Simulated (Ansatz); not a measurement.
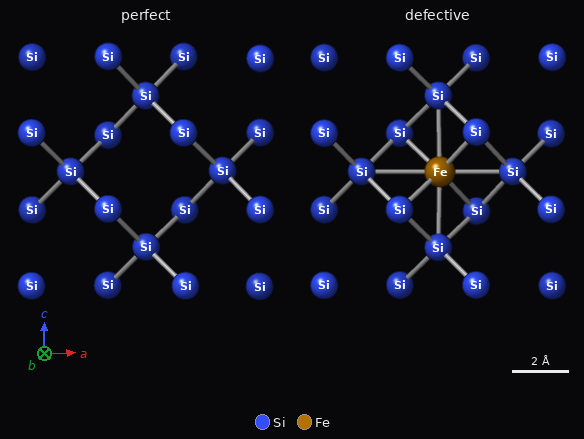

Left: perfect Si. Right: the same region with one point defect, after relaxing the atoms in a supercell of 216 sites. A ball-and-stick model of the atoms within 6.0 Å of one point, in a slice 4.2 Å thick across the line of sight, seen along the b axis.

Method: DFT, PBEsol, PAW, plane waves (Ansatz 0.2.0). (plane-wave cutoff 420 eV; k-point mesh 1 × 1 × 1; mesh shifted by (0.25, 0.25, 0.25); collinear spin) Fermi-Dirac smearing of 0.01 eV. A uniform background neutralises the charged cell. The axes drawn are those of the host's conventional cell.

### Which defect is it?

An extra iron atom is put between the host's atoms (an interstitial).

The charge state of the cell is +1.

### How does the lattice respond?

The Fe atom starts with 10 Si at 2.32 to 2.74 Å around its place and ends with 10 Si at 2.39 to 2.80 Å. Of the host's atoms, a silicon atom moves furthest from its site, by 0.10 Å. The cell's net moment is 3.00 μB. Relaxing the atoms from the host's sites lowers the energy by 1.70 eV.

Limits of the set-up: the cell is charged, on a uniform background, and energies carry no finite-size correction.
